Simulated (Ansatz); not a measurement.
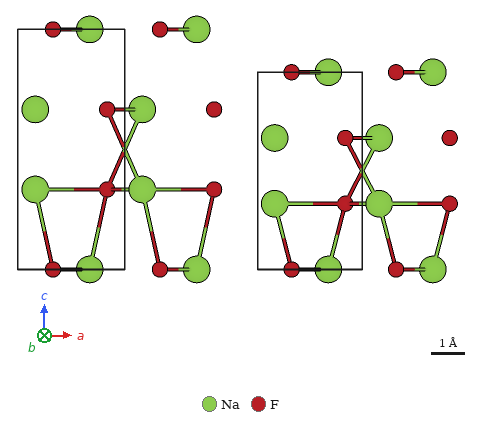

Two geometries of a crystal of NaF (a generated structure, set up in P3_212) (coarse preliminary run), drawn at one scale. One is the start of a relaxation, the other its converged end. Style: ball-and-stick. Shown: the cell of the calculation, repeated 2 × 1 × 1 with one cell outlined, along the b axis.

Method: DFT PBE, scalar-relativistic, plane waves, PAW in Ansatz 0.2.0. Settings: plane-wave cutoff 420 eV; k-point mesh 6 × 6 × 4; occupations gaussian; smearing width 0.1 eV; no spin polarisation; cell and atoms relaxed; force threshold 0.04 eV/Å; at most 70 steps.

### Which geometry has the lower energy?

The left one is the relaxed one. Over 7 accepted moves (10 points after the start) the energy falls by 98.4 meV per atom. The largest force component goes from 0.31 to 0.0033 eV/Å. Pressure: 10.59 GPa at the start and 0.10 GPa at the end. The SCF was repeated 3 times at an unchanged geometry on a basis and grid sized afresh for the cell, which shifted the energy by 18.6 meV per atom at most. The largest moves relative to the cell, 0.016 Å, are those of F atoms. By element the largest moves are F 0.016 Å, Na 0.011 Å. Cell: a = b 3.719 → 3.809 Å (+2.4 %), c 6.080 → 7.400 Å (+21.7 %). Volume +27.6 %. Some distances before and after: F–Na 2.280 → 2.694 Å, Na–Na 2.716 → 3.096 Å, Na–Na 2.785 → 3.137 Å, F–Na 2.088 → 2.165 Å. Among the angles between lasting bonds that change: F–Na–F 117.2° → 113.7°, Na–F–Na 117.2° → 113.7°, F–Na–F 153.5° → 157.0°. The space group stays P3_212 (No. 153). The run took 110 s on 1 thread of Intel(R) Xeon(R) Processor @ 2.50GHz (Skylake/Cascade Lake), with other jobs on the host, peak memory 0.39 GiB.
